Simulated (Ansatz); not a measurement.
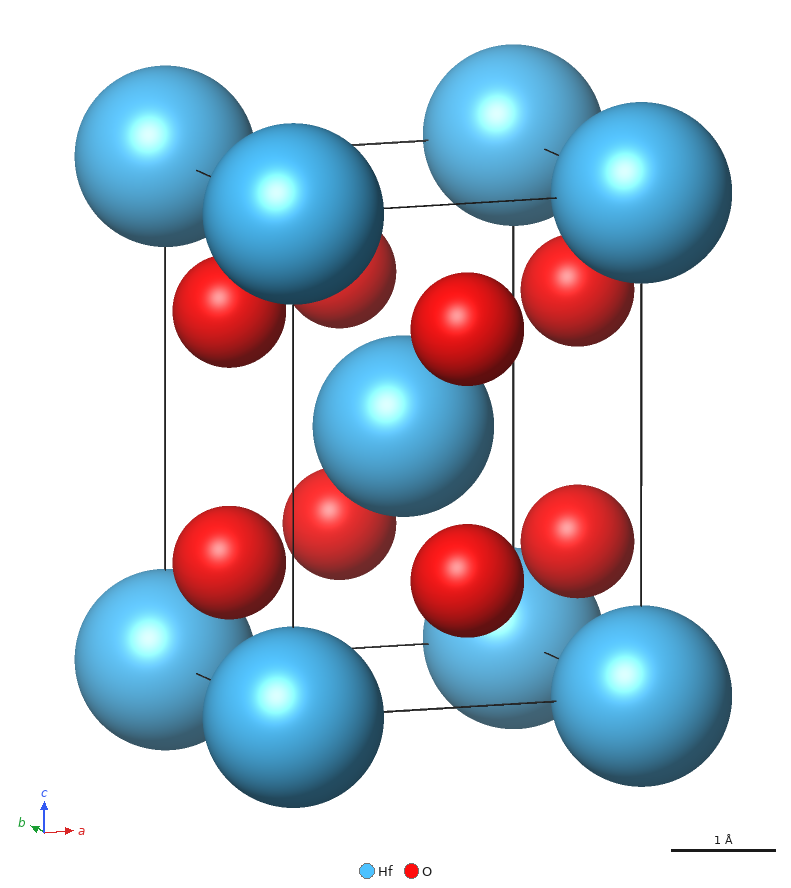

Spheres-only representation of a periodic structure, projected slightly off an axis. The conventional unit cell is outlined; an atom on or near a face, edge or corner is repeated at each equivalent position.

HfO2, space group I4/mmm (No. 139), a = 3.577 Å, b = 3.577 Å, c = 4.921 Å, α = 90.00°, β = 90.00°, γ = 90.00°. The structure comes from a structure type filled with these elements by a generator (whether the compound takes this form wasn't checked). The cell was then strained or its atoms displaced on purpose. Ansatz was used for an electronic-structure calculation on it.

This one geometry was computed with Ansatz (DFT, plane waves, PAW) at three levels of theory: HSE06, PBE and r2SCAN. It was relaxed with r2SCAN and then strained.

Question: Which level gives the highest pressure at this volume, and what does that say about its equilibrium volume?

Answer: Highest: PBE (13.9 GPa), which points to the largest equilibrium volume. Lowest, with the smallest volume: HSE06 (7.5 GPa) and r2SCAN (7.9 GPa). Levels within 0.5 GPa of each other can't be told apart.

Question: How does the band gap change with the level of theory?

Answer: PBE: a gap of 3.59 eV, indirect; r2SCAN: a gap of 4.12 eV, indirect; HSE06: a gap of 5.25 eV, indirect.

Question: Collect the results in a table.

Answer:
| level | cutoff (eV) | k-mesh of the run's cell | gap (eV) | pressure (GPa) |
| --- | --- | --- | --- | --- |
| HSE06 | 420 | 6×6×6 | 5.25 | 7.5 |
| PBE | 420 | 8×8×8 | 3.59 | 13.9 |
| r2SCAN | 500 | 8×8×8 | 4.12 | 7.9 |

Gaps are taken on the k-mesh or band path of each run.
